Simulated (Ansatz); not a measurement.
## Band-structure calculation, with input and output: NaCl

The run: band-structure calculation of NaCl (2 atoms in the cell). Method and program: DFT, PBE, plane waves, PAW, no spin polarisation (Ansatz 0.2.0).

The structure was built on a prototype by a generator. The geometry comes from this level: r2SCAN (a point of a series of strains). It belongs to a series of runs on one base structure; here: hydrostatic strain +2.9%. Figures and captions count atoms from 1; the log counts them from 0 in places.

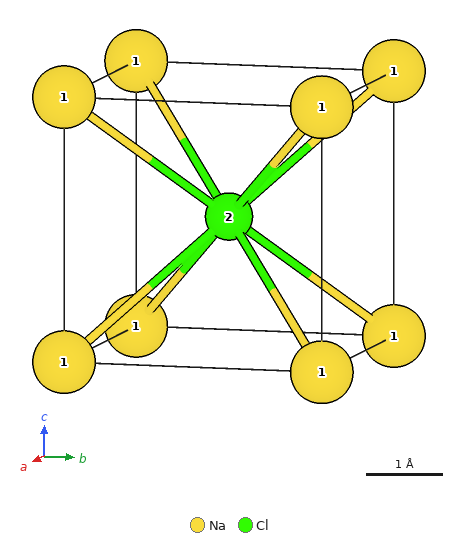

Fig. 1: The structure (ball-and-stick view of the cell of the calculation, seen slightly off an axis; atoms are numbered from 1 in the order of the input). Near neighbours in the crystal (not all of them lie inside the picture): Na has 8 Cl at 3.08 Å; Cl has 8 Na at 3.08 Å.

Results in brief

```json
{"quantity": "outcome", "value": "converged"}
{"quantity": "space group (tolerance 0.01 Å)", "value": "Pm-3m (221)"}
{"quantity": "electrons treated", "value": "16"}
{"quantity": "free energy", "value": "−2569.2383 eV"}
{"quantity": "Fermi energy", "value": "3.844 eV"}
{"quantity": "gap on the k-point mesh", "value": "3.82 eV"}
{"quantity": "pressure", "value": "−1.06 GPa"}
{"quantity": "largest force (length of the vector)", "value": "under 0.001 eV/Å"}
{"quantity": "hardware", "value": "4 threads of an x86-64 CPU, shared host"}
{"quantity": "wall time", "value": "1.6 s (CPU time 3.5 s)"}
{"quantity": "peak memory", "value": "0.32 GiB"}
```

The input
```yaml
crystal:
  lattice:
    - [3.5609105587, 0.0, 0.0]
    - [0.0, 3.5609105587, 0.0]
    - [0.0, 0.0, 3.5609105587]
  atoms:
    - { symbol: Na, position: [0.0, 0.0, 0.0] }
    - { symbol: Cl, position: [0.5, 0.5, 0.5] }
kpoints:
  mp_grid: { grid: [8, 8, 8] }
  band_path:
    path:
      - [0.0, 0.0, 0.0]
      - [0.0, 0.5, 0.0]
      - [0.5, 0.5, 0.0]
      - [0.5, 0.5, 0.5]
      - [0.0, 0.5, 0.5]
    npoints: 1
hamiltonian:
  xc: pbe
scf:
  occupations: { method: fermi_dirac, width: 0.02 }
  n_extra_bands: 4
output:
  forces: true
  stress: true
  eigenvalues: true
  write_density: true
  write_potential: true
  elf: true
  volumetric_format: npy
```

Launch command:
```bash
ansatz run input.yaml --threads 4 --pin off --max-ram 3686MiB --backend cpu --events-out ev --progress --plain --runs-dir out
```

Output
```
scf.n_extra_bands = 4 over 8 filled bands (N_el = 16.0): the run solves 12 bands
Engine: ansatz 0.2.0, x86_64-unknown-linux-gnu
Pseudopotentials: kind: paw
Pseudopotential: Na, paw, valence charge 9, recommended cutoff 420 eV (normal), Na.paw.azcp
Pseudopotential: Cl, paw, valence charge 7, recommended cutoff 420 eV (normal), Cl.paw.azcp
Functional definition: PBE
  parameter kappa = 0.804
  parameter beta = 0.06672455060314922
  exchange = pbe_x(kappa = kappa, mu = beta*pi^2/3)
  correlation = pbe_c(beta = beta)
Crystal: 2 atoms, lattice volume = 45.153 Å³
Basis set: ecut = 420 eV, 895 PW (Γ), exchange–correlation on 48×48×48 points (8 copies of the dense FFT grid, shifted against one another)
Bands: 12, of which v1, the nominal top of the filled ones, is band 8 counted from 1 (7 counted from 0)
Symmetry: 48 space group operations
Space group: Pm-3m (ITA 221), of the structure as read, at distance tolerance 3.6e-5 Å
k-points: 35 of 512
Non-local potential: Na, projectors of the file, l = 0: 3, l = 1: 2, l = 2: 1
Non-local potential: Cl, projectors of the file, l = 0: 2, l = 1: 2, l = 2: 2
PAW form: soft (Blöchl's): semilocal exchange-correlation on the pseudo side does not see the compensation charge
PAW one-centre angular grid: Na, 110 points (default); XC on 64 Gauss nodes
PAW one-centre angular grid: Cl, 110 points (default); XC on 64 Gauss nodes
Initial density: superposition of atomic densities (neutral atoms: chi_scale 0, normalization atom), corrected by the library's trained network
Initial wavefunctions: pseudopotential atomic-orbital guess
Functional: x = pbe(κ = 0.804, μ = 0.2195149727645171), c = pbe(β = 0.06672455060314922)
SCF iter   1: F=—  HF=-2569.238203 eV  |F-HF|=—  |Δ(HF+E_count)|=         —  Δρ=6.95e-4  dr2=3.33e-4  ethr=1.77e-3  ⟨swp⟩=6.0  Hψ=2500  notcnv=0
preconditioner: auto → none  [insulator: Δε(μ)=3.801 eV  Ē_g=13.158 eV  σ=0.020 eV  W_gap=1.00  n_scr=6 (ndim 8)  ℏωp=15.6 eV  f_vac=0.016  D(μ)=0.00/eV (n_scr^D=0)  ε∞_Penn≈2.4]
SCF iter   2: F=—  HF=-2569.238520 eV  |F-HF|=—  |Δ(HF+E_count)|=   3.16e-4  Δρ=1.10e-3  dr2=8.35e-4  ethr=2.08e-6  ⟨swp⟩=2.0  Hψ=1037  notcnv=0
SCF iter   3: F=—  HF=-2569.238321 eV  |F-HF|=—  |Δ(HF+E_count)|=   1.99e-4  Δρ=6.22e-4  dr2=2.68e-4  ethr=2.08e-6  ⟨swp⟩=2.0  Hψ=496  notcnv=0
SCF iter   4: F=—  HF=-2569.238236 eV  |F-HF|=—  |Δ(HF+E_count)|=   8.48e-5  Δρ=1.14e-4  dr2=8.45e-6  ethr=1.67e-6  ⟨swp⟩=2.0  Hψ=512  notcnv=0
SCF iter   5: F=—  HF=-2569.238285 eV  |F-HF|=—  |Δ(HF+E_count)|=   4.89e-5  Δρ=1.07e-4  dr2=8.49e-6  ethr=5.28e-8  ⟨swp⟩=2.0  Hψ=560  notcnv=0
SCF iter   6: F=—  HF=-2569.238283 eV  |F-HF|=—  |Δ(HF+E_count)|=   2.37e-6  Δρ=4.90e-5  dr2=1.77e-6  ethr=5.28e-8  ⟨swp⟩=1.4  Hψ=464  notcnv=0
SCF iter   7: F=—  HF=-2569.238282 eV  |F-HF|=—  |Δ(HF+E_count)|=   4.33e-7  Δρ=2.57e-5  dr2=4.91e-7  ethr=1.10e-8  ⟨swp⟩=1.2  Hψ=444  notcnv=0
SCF iter   8: F=-2569.238282 eV  HF=-2569.238282 eV  |F-HF|=4.65e-8  |Δ(HF+E_count)|=   1.37e-7  Δρ=9.21e-6  dr2=6.31e-8  ethr=6.25e-10  ⟨swp⟩=6.0  Hψ=2251  notcnv=0
SCF 1 converged in 8 iterations: F = -2569.238282 eV  dr2 = 6.31e-8
  greatest PAW one-centre occupation: 0.999 electrons in one spin orbital (limit 2), on the Na atom at site 0 (counted from 0), in its partial waves of l = 0
```

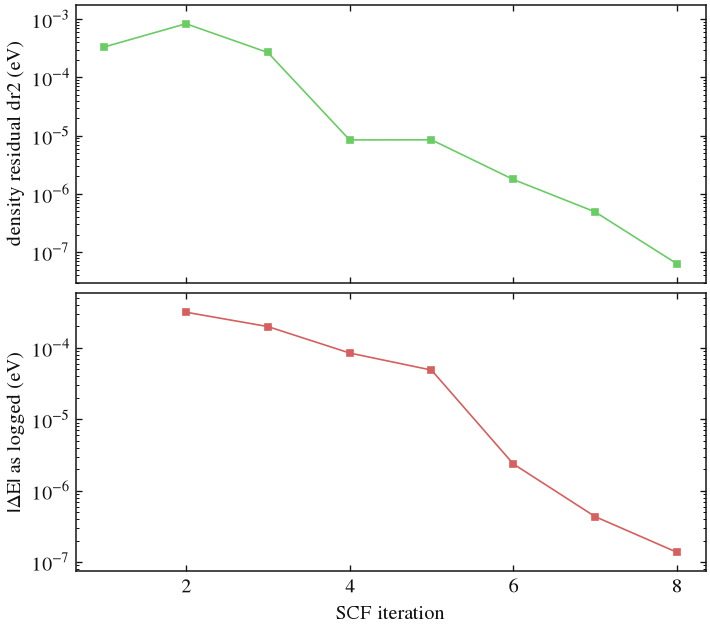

Fig. 2: Convergence of the self-consistent field: density residual dr2 and size of the energy change against the SCF iteration. The residual comes down, with one marked jump up, by a factor of about 2.5, at step 2.

```
NSCF: frozen V_eff on 5 k-points
SCF converged after 8 iterations
Free energy (F): -2569.238282 eV
Harris-Foulkes:  -2569.238282 eV  (|F-HF|=4.65e-8)
Internal energy: -2569.238282 eV  (E = F + TS)
E sigma→0 (E₀):  -2569.238282 eV
Fermi energy:    3.843622 eV
--- Per-component energies (eV) ---
  E_band       = -235.802864
  E_kinetic    = 282.284833
  E_local      = -1499.431525  (includes V_loc(G=0)·N_el)
  E_nonlocal   = 143.366002
  E_hartree    = 523.897113
  E_xc         = -146.789422
  E_vxc        = -172.998442  (∫ρ·V_xc dr)
  E_paw        = -922.487163  (= ΣΔE_a)
  E_vpaw       = -36.815009  (= ΣTr[D̂ρ^β])
  E_aug_tail   = 0.000070  (compensation charges beyond the density's cutoff)
  E_ewald      = -950.078190
  E_smearing   = -0.000000  (= −TS)
  E_closure    = -0.000000  (closes the sum)
  Σ components = -2569.238282   (vs F -2569.238282, Δ=0.00e0)
--- Forces (eV/Å), atoms counted from 1 ---
  atom   1  Na    -0.00000000     0.00000000     0.00000000
  atom   2  Cl     0.00000000    -0.00000000     0.00000000
  max |Σ_I F_I| component: 3.90e-30 eV/Å
--- Stress (GPa, compression-positive) ---
       -1.061402      -0.000000       0.000000
       -0.000000      -1.061402       0.000000
        0.000000       0.000000      -1.061402
  P = ⅓ Tr σ = -1.0614 GPa (-10.614 kbar)
--- Band table (eV; the first three rows and the last of 35) ---
  k-point 0: bands = ["-48.3144", "-20.2128", "-20.2128", "-20.2128", "-11.2946", "1.4655", "1.4655", "1.4655", "5.7363", "10.4896", "10.4896", "17.1461"]
  k-point 1: bands = ["-48.3143", "-20.2177", "-20.2124", "-20.2124", "-11.2518", "1.0114", "1.4961", "1.4961", "6.1673", "10.6535", "10.7707", "15.8532"]
  k-point 2: bands = ["-48.3139", "-20.2294", "-20.2113", "-20.2113", "-11.1452", "0.1466", "1.5719", "1.5719", "7.0589", "11.1162", "11.1309", "14.6341"]
  k-point 34: bands = ["-48.3109", "-20.2350", "-20.2350", "-20.2350", "-10.5114", "0.2189", "0.2189", "0.2189", "9.0042", "9.0042", "9.0042", "13.1890"]
```

File bands.tsv
```
# k_distance	band_0	band_1	band_2	band_3	band_4	band_5	band_6	band_7	band_8	band_9	band_10	band_11
# fermi_ev = 3.843622
# lock_threshold_ev = 1e-6
# [0, 0, 0] at k_distance = 0.000000
# [0, 0.5, 0] at k_distance = 0.882244
# [0.5, 0.5, 0] at k_distance = 1.764488
# [0.5, 0.5, 0.5] at k_distance = 2.646733
# [0, 0.5, 0.5] at k_distance = 3.528977
# levels_relative_to = fermi_ev
# free_energy_ev = -2569.238282
# largest_residual_norms_ev = 5.086e-4 6.667e-4 7.498e-4 7.807e-4 3.790e-4 9.273e-4 1.176e-3 1.386e-3 1.097e-3 5.652e-4 1.595e-3 1.544e-3
0.000000	-52.158070	-24.056407	-24.056407	-24.056407	-15.138214	-2.378117	-2.378117	-2.378117	1.892667	6.645936	6.645936	13.302462
0.882244	-52.156879	-24.089538	-24.053438	-24.053438	-14.828941	-4.652300	-2.159685	-2.159685	4.830738	6.306810	8.486726	9.677146
1.764488	-52.155713	-24.082861	-24.082861	-24.050803	-14.592795	-4.017963	-4.017963	-1.926373	3.598707	7.795881	8.772212	8.772212
2.646733	-52.154570	-24.078583	-24.078583	-24.078583	-14.355050	-3.624707	-3.624707	-3.624707	5.160562	5.160562	5.160562	9.345420
3.528977	-52.155713	-24.082861	-24.082861	-24.050803	-14.592795	-4.017963	-4.017963	-1.926373	3.598707	7.795881	8.772212	8.772212
```

File rho_z.tsv
```
# z_ang	rho[e/angstrom^3]
# format = ansatz-planar-average/11
# lattice	3.560910559	0.000000000	0.000000000
# lattice	0.000000000	3.560910559	0.000000000
# lattice	0.000000000	0.000000000	3.560910559
# sites	2
# site	11	0.000000000	0.000000000	0.000000000
# site	17	1.780455279	1.780455279	1.780455279
0.000000	9.073707e-1
0.148371	8.016159e-1
0.296743	5.465471e-1
0.445114	2.886162e-1
0.593485	1.469963e-1
0.741856	1.195011e-1
0.890228	1.452818e-1
1.038599	1.988005e-1
1.186970	2.697591e-1
1.335341	3.354102e-1
1.483713	3.731227e-1
1.632084	3.821773e-1
1.780455	3.814580e-1
1.928827	3.821773e-1
2.077198	3.731227e-1
2.225569	3.354102e-1
2.373940	2.697591e-1
2.522312	1.988005e-1
2.670683	1.452818e-1
2.819054	1.195011e-1
2.967425	1.469963e-1
3.115797	2.886162e-1
3.264168	5.465471e-1
3.412539	8.016159e-1
```

File v_z.tsv
```
# z_ang	v_es[eV]	v_tot[eV]
# format = ansatz-planar-average/11
# xc	pbe
# density_cutoff_ev	1680
# datasets	Na=:simpson_from_first_knot:soft	Cl=:simpson_from_first_knot:soft
# lattice	3.560910559	0.000000000	0.000000000
# lattice	0.000000000	3.560910559	0.000000000
# lattice	0.000000000	0.000000000	3.560910559
# sites	2
# site	11	0.000000000	0.000000000	0.000000000
# site	17	1.780455279	1.780455279	1.780455279
0.000000	-1.018271e0	-8.301987e0
0.148371	-4.929968e-1	-7.549165e0
0.296743	8.966744e-1	-6.123315e0
0.445114	2.624726e0	-4.445099e0
0.593485	4.059164e0	-2.976407e0
0.741856	4.834848e0	-2.323980e0
0.890228	4.975731e0	-2.504206e0
1.038599	4.382247e0	-3.615503e0
1.186970	3.099842e0	-5.427384e0
1.335341	1.609868e0	-7.498435e0
1.483713	3.292041e-1	-9.296990e0
1.632084	-5.165421e-1	-1.050280e1
1.780455	-8.161471e-1	-1.090887e1
1.928827	-5.165421e-1	-1.050280e1
2.077198	3.292041e-1	-9.296990e0
2.225569	1.609868e0	-7.498435e0
2.373940	3.099842e0	-5.427384e0
2.522312	4.382247e0	-3.615503e0
2.670683	4.975731e0	-2.504206e0
2.819054	4.834848e0	-2.323980e0
2.967425	4.059164e0	-2.976407e0
3.115797	2.624726e0	-4.445099e0
3.264168	8.966744e-1	-6.123315e0
3.412539	-4.929968e-1	-7.549165e0
```

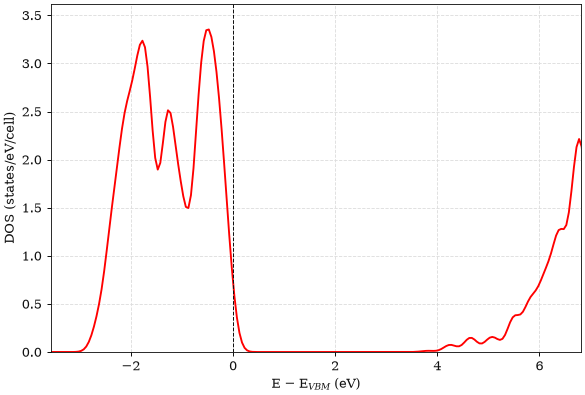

Fig. 3: Density of states (the curve is built from the levels of the k mesh with Gaussians 0.3 eV wide, which also blur the band edges), with energies from the valence-band top. There is a gap of 3.82 eV on the k-point mesh. Small ripples come from the finite k-point mesh.

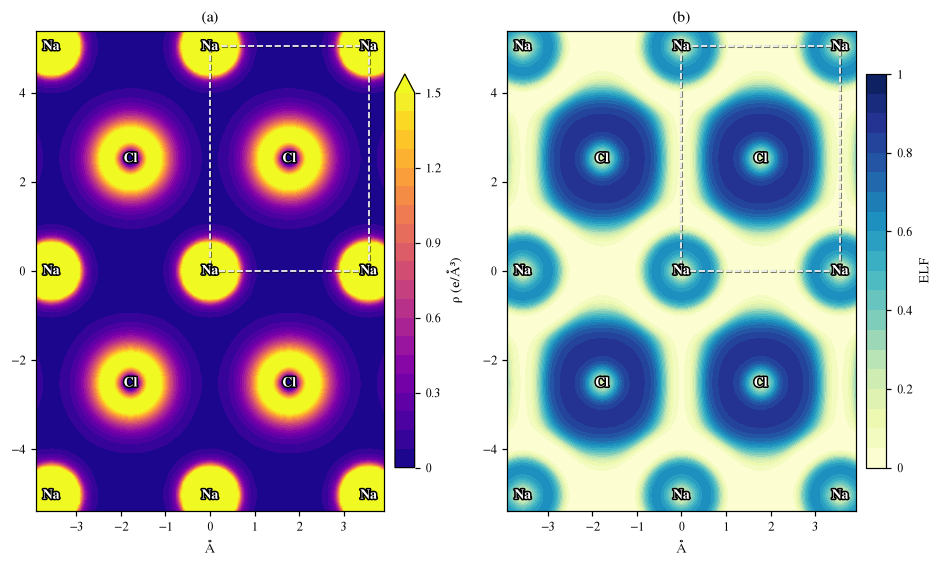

Fig. 4: (a) valence electron density; (b) electron localisation function on the (11̄0) plane of the conventional cell. The plane passes through Na and Cl nuclei. Away from the nuclei the density in this plane falls to 0.01 e/Å³ at its lowest. The strong features right at Na lie inside the PAW spheres (semicore, d or f shells) and say nothing about bonding. The fields are those of the smooth PAW valence density.

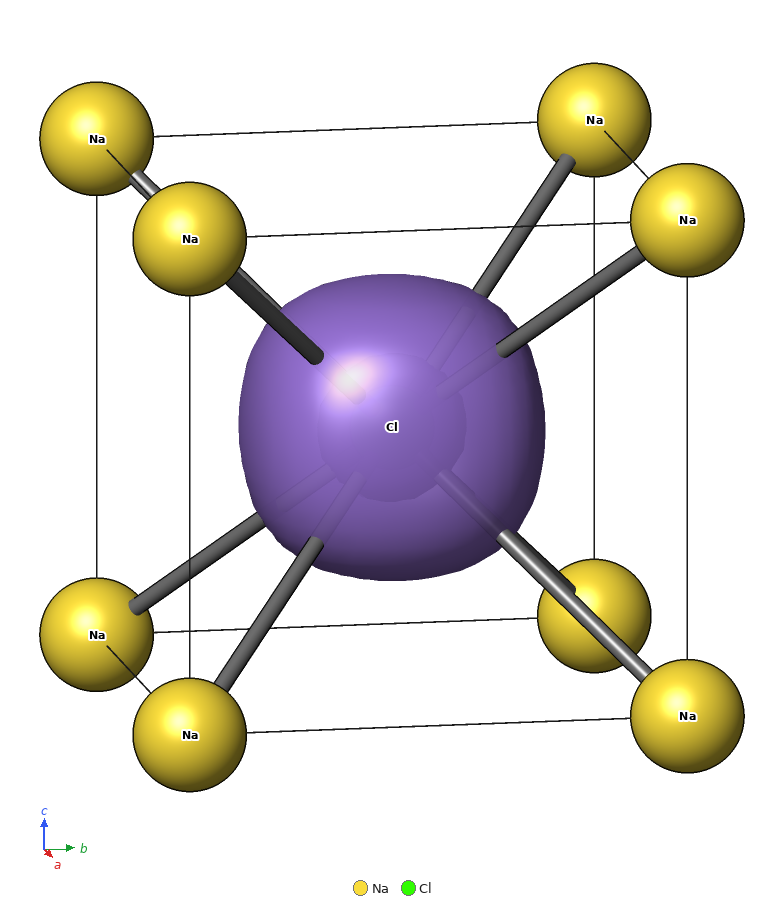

Fig. 5: Isosurface of the electron localisation function at 0.8 (purple), seen slightly off an axis. Only the valence region is drawn (cores and ρ < 0.01 e/Å³ removed). Sticks mark near contacts. The outline is the cell set on symmetry axes. Values along the shortest contacts: Na–Cl (3.08 Å): the ELF is about 0.35 at the midpoint (a closed-shell, largely ionic contact).
